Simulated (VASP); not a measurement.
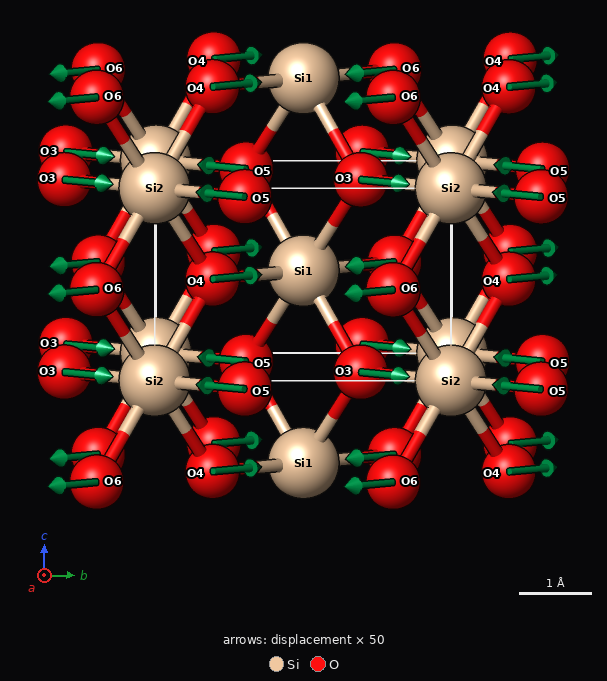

A relaxation of crystalline SiO2 (set up in P4_2/mnm). The starting structure is drawn; green arrows show the displacements (the part carried along by the change of the cell is left out), 50 times their true length.

A ball-and-stick model of the cell of the calculation, seen from a free direction.

The run lets cell and atoms move.

Method: Kohn-Sham DFT of a periodic cell, LDA, VASP PAW LDA potentials, recommended in VASP.

The input:
```
PREC = Accurate
ENCUT = 300
EDIFF = 1E-6
ISMEAR = 0
SIGMA = 0.02
LREAL = F
LASPH = T
NELM = 60
ALGO = Fast
ISIF = 3
LWAVE = F
LCHARG = F
IBRION = 2
NSW = 60
EDIFFG = -0.005
KPAR = 2
```

Run as
```bash
cat potpaw_LDA.64/Si/POTCAR potpaw_LDA.64/O/POTCAR > POTCAR
mpirun -np 2 vasp_std > vasp.out
```

> Atoms of which element are displaced furthest, and by how much?

Oxygen: up to 0.020 Å, against 0.000 Å for silicon.

> Describe the change and its energy.

The energy falls by 1.161 eV per cell of the calculation in 12 geometry steps. Largest force component: 0.12 eV/Å at the start, under 0.0001 eV/Å at the end. The pressure goes from −65.72 to 0.00 GPa. The largest moves relative to the cell, 0.020 Å, are those of O3, O4, O5 and O6. O3 goes along [1 1 0]. Si stays in place. Cell: a = b 4.147 → 3.986 Å (−3.9 %), c 2.704 → 2.598 Å (−3.9 %). Volume −11.3 %. Some distances before and after: Si1–O4 1.793 → 1.704 Å, Si1–O3 1.768 → 1.712 Å. The space group stays P4_2/mnm (No. 136). At step 1 the optimiser overshot: the energy rose above the start, and later steps came back. The volume changes by over a tenth within one run on a fixed set of plane waves, so the end point should be relaxed again from the new cell.
